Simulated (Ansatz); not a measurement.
# Zn$_{4}$HO$_{4}$ (distorted or defective cell): what the fields show

```
CELL_PARAMETERS angstrom
5.60988 0.00000 0.00000
0.00000 5.60988 0.00000
0.00000 0.00000 3.27903
ATOMIC_POSITIONS crystal
Zn 0.18163 0.18163 0.50000
Zn 0.81837 0.81837 0.50000
Zn 0.68163 0.31837 0.00000
Zn 0.31837 0.68163 0.00000
O 0.81847 0.18153 0.50000
O 0.18153 0.81847 0.50000
O 0.68153 0.68153 0.00000
O 0.31847 0.31847 0.00000
H 0.99992 0.81837 0.12500
```

Not relaxed (largest force 1.6 eV/Å); computed pressure about 6 GPa in this cell; computed without spin polarisation; PAW files of the earlier set (soft_1).

The calculation used DFT PBE, scalar-relativistic, plane waves, PAW (Ansatz 0.2.0).

Core electrons are frozen (PAW), and the valence fields are smoothed inside the atomic spheres.

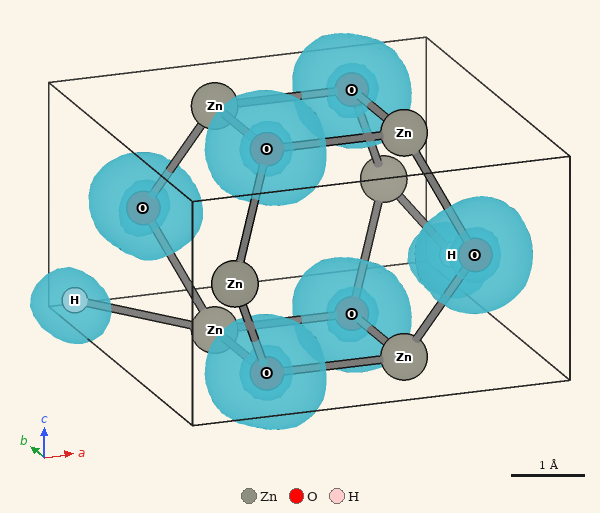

Figure 1. Isosurface of the ELF at 0.7 (cyan), seen at an oblique angle. Only the valence region is drawn (cores and ρ < 0.01 e/Å³ removed). Sticks mark near contacts.

Q: Identify the bonds, lone pairs and shells in this picture.

A: The surface consists of one region around a hydrogen nucleus and four regions wrapped around O (the valence shell of each), counted in one cell of 9 atoms. Any copies at cell faces, edges or corners count once. Profiles from the grid: Zn–H (1.60 Å): the ELF climbs to about 1 towards the hydrogen. Zn–O (1.97 Å): the ELF peaks at about 0.85 in the valence shell of O, 0.6 Å from its nucleus, and is about 0.25 at the midpoint (no localised pair shows between them).

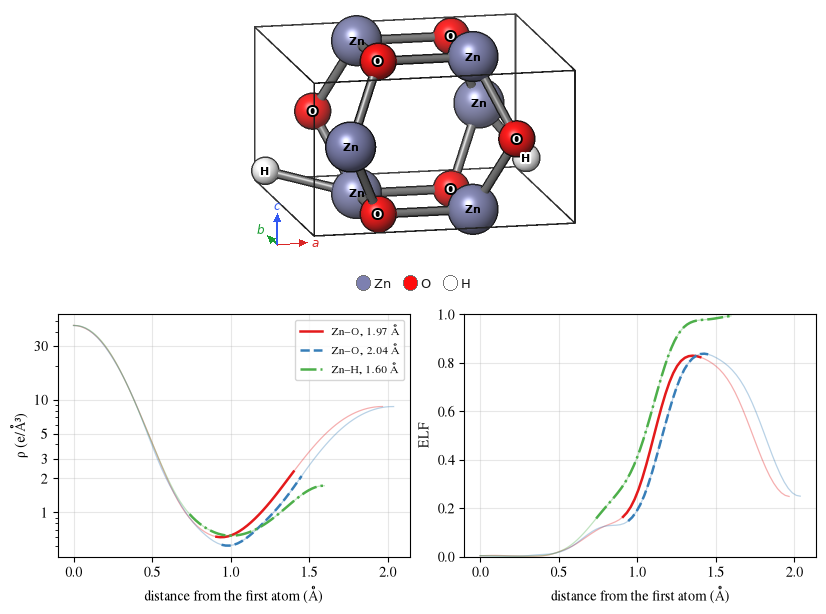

Figure 2. Valence charge density (pseudo) and ELF along straight lines between neighbouring atoms. Thin, pale parts lie inside the atomic spheres. The structure is drawn too.

Q: What can be read from the curves?

A: Zn–O (1.97 Å): the density is about 0.61 e/Å³ at the midpoint; the ELF peaks at about 0.85 in the valence shell of O, 0.6 Å from its nucleus, and is about 0.25 at the midpoint (no localised pair shows between them).
Zn–O (2.04 Å): the density is about 0.52 e/Å³ at the midpoint; the ELF peaks at about 0.85 in the valence shell of O, 0.6 Å from its nucleus, and is about 0.20 at the midpoint; no localised pair shows between them.
Zn–H (1.60 Å): ρ is about 0.8 e/Å³ halfway; the ELF climbs to about 1 towards the hydrogen.

Q: Does the calculation make it a metal, or give it a gap?

A: It is gapless in this calculation (a metal or semimetal).
